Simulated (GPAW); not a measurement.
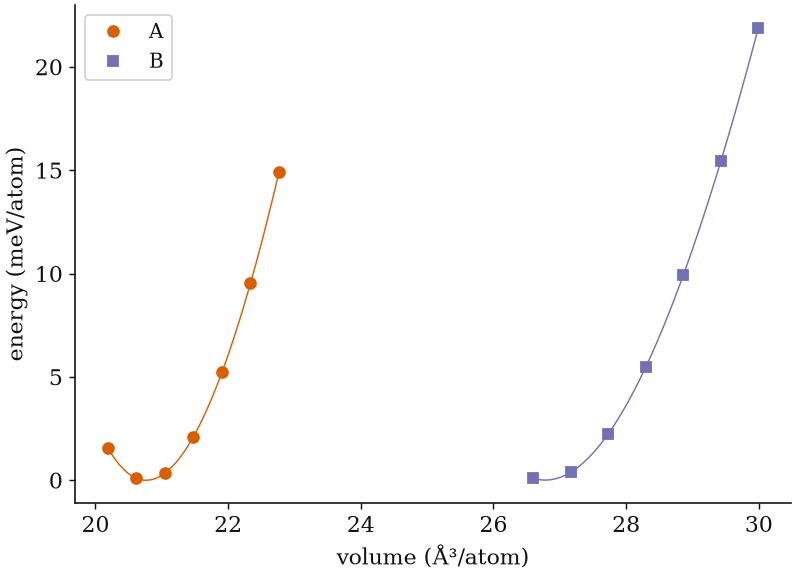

The figure compares two calculations of the energy against volume, each curve from its own zero. The first is for NaCl, space group Pm-3m (No. 221).

The cell holds 2 atoms.

Calculation (GPAW 26.7.0): PAW DFT in plane waves, on a grid or in atomic orbitals, no spin polarisation; energies at scaled volumes of the given cell, shape and fractions fixed, counted from the fit's minimum, third-order Birch-Murnaghan fit. Level: r2SCAN.

| setting | value |
| --- | --- |
| k mesh | 8×8×8 |
| occupations | Fermi–Dirac |
| smearing width | 0.05 eV |
| potentials | GPAW PAW data sets (gpaw data 1.2.1) |
| wave cutoff | 800 eV |
| program settings | basis pw |

In the second, Na is replaced by K on all its sites, which gives KCl in the same structure. The second calculation uses wave cutoff 600 eV and k mesh 7×7×7.

**Which of A and B is the second calculation, and what did the change do?**

B. The equilibrium volume rises from 20.77 to 26.78 Å³/atom (+29 %) and the bulk modulus falls from 29.5 to 22.8 GPa (−23 %).

For both, limits of the calculation: the fit and the printed pressures don't fully agree, or the minimum lies near the end of the range.

V0 and the bulk modulus come from third-order Birch–Murnaghan fits.
